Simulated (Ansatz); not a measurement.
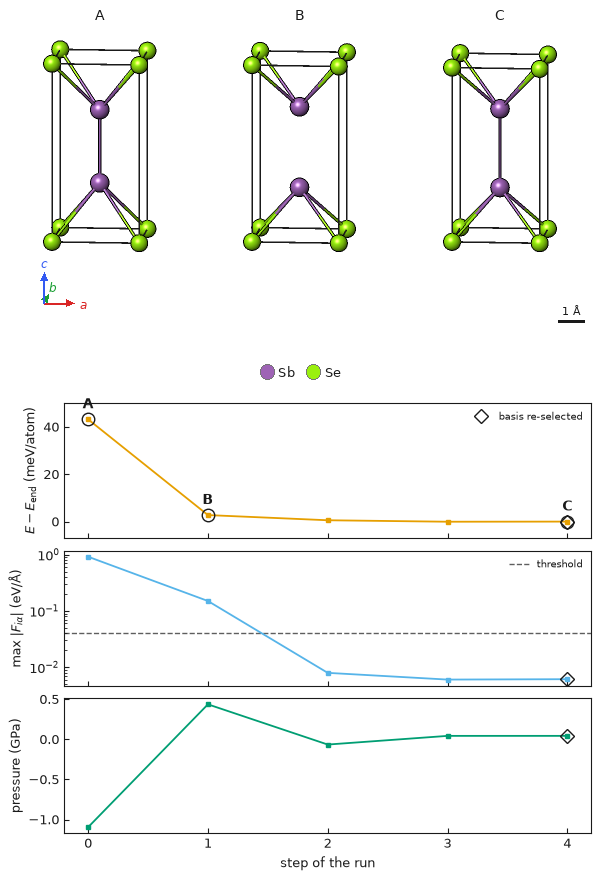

Frames of a relaxation of solid Sb₂Se (a generated structure, set up in P4/mmm) (coarse preliminary run), marked on the history of the run. The picture is a ball-and-stick view of the cell of the calculation, seen from a free direction.

All numbers below come from Ansatz 0.2.0, DFT PBE, scalar-relativistic, plane waves, PAW. (plane-wave cutoff 420 eV; k-point mesh 6 × 6 × 4; occupations gaussian; smearing width 0.1 eV; no spin polarisation; cell and atoms relaxed; force threshold 0.04 eV/Å; at most 70 steps)

Q: Describe the path.

A: The largest moves relative to the cell, 0.14 Å, are those of Sb atoms. Se stays in place. The drawn cell changes as follows: a = b 3.425 → 3.445 Å (+0.6 %), c 7.068 → 6.913 Å (−2.2 %); the volume changes by −1.1 %. Among the contacts that change: Sb–Sb 2.898 → 3.122 Å, Sb–Se 3.196 → 3.086 Å. Bond angles that change, for instance: Se–Sb–Se 98.6° → 104.2°, Se–Sb–Se 64.8° → 67.8°, Sb–Sb–Se 130.7° → 127.9°. The space group stays P4/mmm (No. 123). Over 3 accepted moves (4 points after the start) the energy falls by 43.2 meV per atom. The largest force component goes from 0.92 to 0.0062 eV/Å. Pressure: −1.10 GPa at the start and 0.04 GPa at the end. At 1 point the geometry stayed and the basis and grid were re-selected for the new cell (energy shift of 0.1 meV per atom at most each time). From step 0 to 1: Sb atoms move most (0.16 Å), volume −1.8 %, energy −40.4 meV per atom. From step 1 to 4: Sb atoms move most (0.02 Å), volume +0.7 %, energy −2.8 meV per atom.

```csv
step,"E − E(0), meV/atom","largest force component, eV/Å","pressure, GPa","volume, Å³/atom",note
0,0.00,0.9187,-1.10,27.642,
1,-40.42,0.1504,0.44,27.157,
2,-42.61,0.0080,-0.07,27.339,
3,-43.23,0.0061,0.04,27.342,
4,-43.17,0.0062,0.04,27.342,"same geometry, new basis"
```

Limits of the set-up: layers or molecules are held without a dispersion correction, so their spacing is unreliable.
